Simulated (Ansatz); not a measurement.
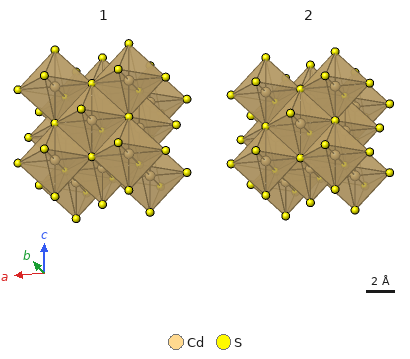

Two geometries of a crystal of CdS (built on the rocksalt type), drawn at one scale. One is the start of a relaxation, the other its converged end. Style: polyhedral. Shown: the conventional cell (4 times the calculation's cell), from a free direction. Lengths and directions refer to the drawn axes.

Method: DFT, PBE, plane waves, PAW in Ansatz. Set-up: plane-wave cutoff 420 eV; k-point mesh 8 × 8 × 8; occupations fermi dirac; smearing width 0.02 eV; no spin polarisation; cell and atoms relaxed; force threshold 0.005 eV/Å.

Which geometry has the lower energy?

Structure 1 is the relaxed one. The atoms keep their places relative to the cell (all moves are under 0.005 Å). Cell: a = b = c 5.157 → 5.495 Å (+6.5 %). Volume +20.9 %. Near-neighbour distances that change, for instance: Cd–S 2.579 → 2.747 Å. The space group stays Fm-3m (No. 225). Over 4 accepted moves (5 points after the start) the energy falls by 201 meV per atom. All forces vanish by symmetry, so only the cell relaxes. The pressure goes from 21.45 to 0.01 GPa. The SCF was repeated once at an unchanged geometry on a basis and grid sized afresh for the cell, which shifted the energy by 0.9 meV per atom at most. The run took 3.2 s on 2 threads of Arm Neoverse V1, with other jobs on the host, peak memory 0.3 GiB.
